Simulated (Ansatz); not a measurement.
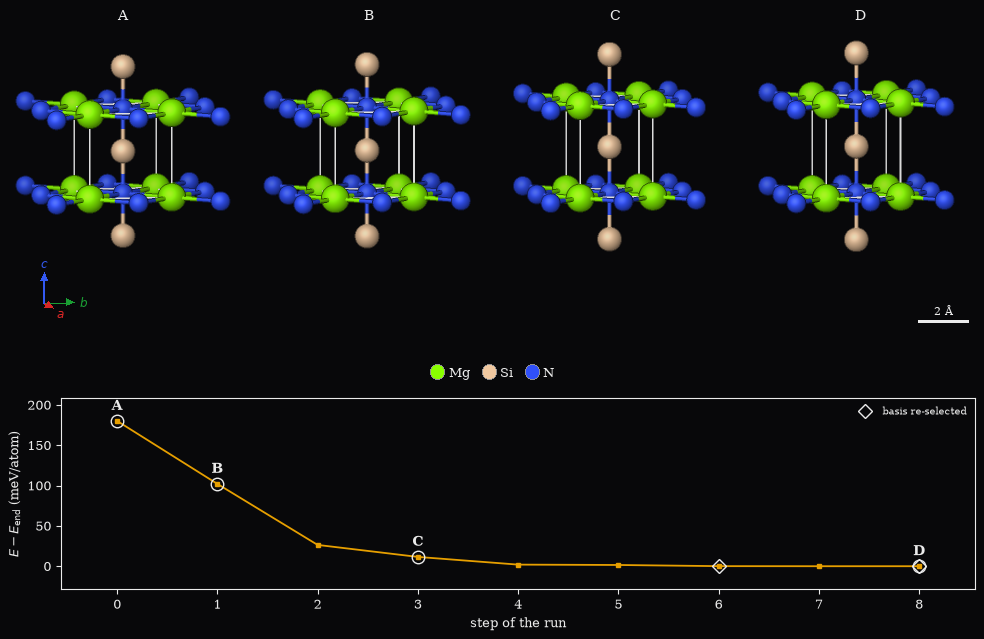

Frames of a relaxation of crystalline MgSiN (a generated structure, set up in P4/mmm), marked on the history of the run. A ball-and-stick model of the cell of the calculation, seen slightly off an axis.

Level of theory: Ansatz, DFT PBE, scalar-relativistic, plane waves, PAW.

Input
```yaml
crystal:
  lattice:
    - [3.38808266, 0.0, 0.0]
    - [0.0, 3.38808266, 0.0]
    - [0.0, 0.0, 3.45774549]
  atoms:
    - { symbol: Mg, position: [0.0, 0.0, 0.0] }
    - { symbol: Si, position: [0.5, 0.5, 0.5] }
    - { symbol: "N", position: [0.5, 0.5, 0.0] }
basis:
  ecutwfc: 420
kpoints:
  mp_grid: { grid: [14, 14, 14] }
hamiltonian:
  xc: pbe
scf:
  occupations: { method: gaussian, width: 0.1 }
output:
  forces: true
  stress: true
  eigenvalues: true
relax:
  adjacent_minimum: "off"
  f_tol: 0.01
  max_steps: 80
  cell: { stress_tol: 0.05 }
```

Launched with:
```bash
ansatz run input.yaml --threads 1 --pin off --max-ram 2560MiB --backend cpu --events-out ev --progress --plain --runs-dir out
```

Describe the path.

Answer. The atoms keep their places relative to the cell (all moves are under 0.005 Å). The volume changes by −9.4 %, with a = b 3.388 → 3.068 Å (−9.5 %), c 3.458 → 3.821 Å (+10.5 %). Among the contacts that change: Si2–Si2 3.388 → 3.068 Å, Mg1–N3 2.396 → 2.169 Å, Si2–N3 1.729 → 1.911 Å. The space group stays P4/mmm (No. 123). The energy falls by 180 meV per atom in 6 accepted moves (8 points after the start). All forces vanish by symmetry, so only the cell relaxes. Pressure: 0.88 GPa at the start and 0.01 GPa at the end. At 2 points the geometry stayed and the basis and grid were re-selected for the new cell (energy shift of 1.4 meV per atom at most each time). From step 0 to 1: volume −6.2 %, energy −78.0 meV per atom. From step 1 to 3: volume −8.1 %, energy −90.5 meV per atom. From step 3 to 8: volume +5.0 %, energy −11.6 meV per atom.
